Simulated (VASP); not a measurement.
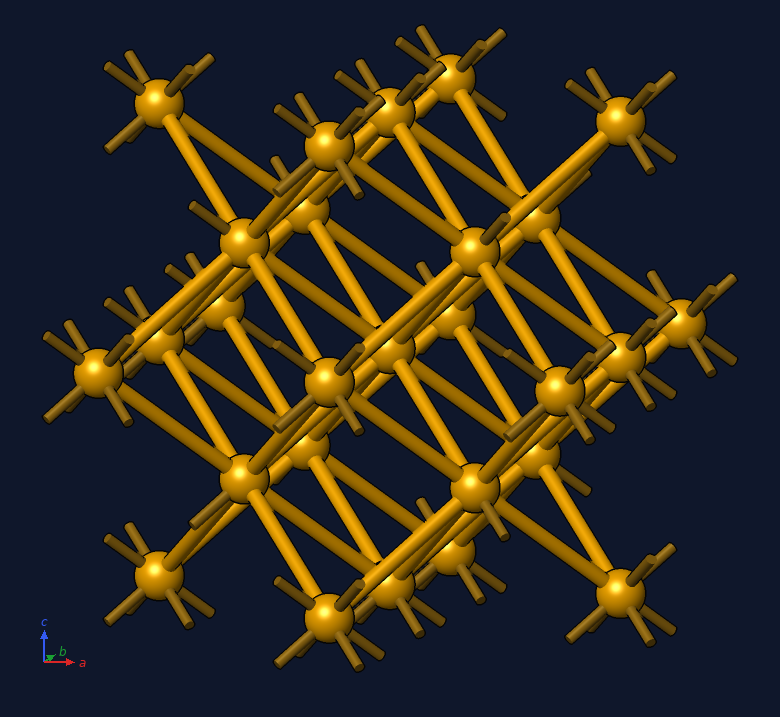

A cut-out of a periodic net derived from a crystal structure. Nodes are coloured by topological kind. Edges to nodes outside the piece are drawn as stubs.

### Classify the net: periodicity, connectivity, name.

A uninodal 8-connected, three-periodic net. It is the bcu net, known from CsCl and the body-centred cubic metals.

### Give point symbol and coordination sequence.

4^24.6^4, sequence 8, 26, 56, 98.

The net was derived as follows. System AgCl (space group Pm-3m, No. 221); source of the atomic positions: the geometry relaxed with VASP Kohn-Sham DFT of a periodic cell, revPBE, VASP PAW PBE potentials, gw, light in VASP 6.6.1. Bonds are taken as Ag–Cl below 3.4 Å; no other contact counts. The graph is simplified in the usual way: terminal and isolated atoms are pruned, two-connected atoms become edges. Ag and Cl are 8-connected nodes.
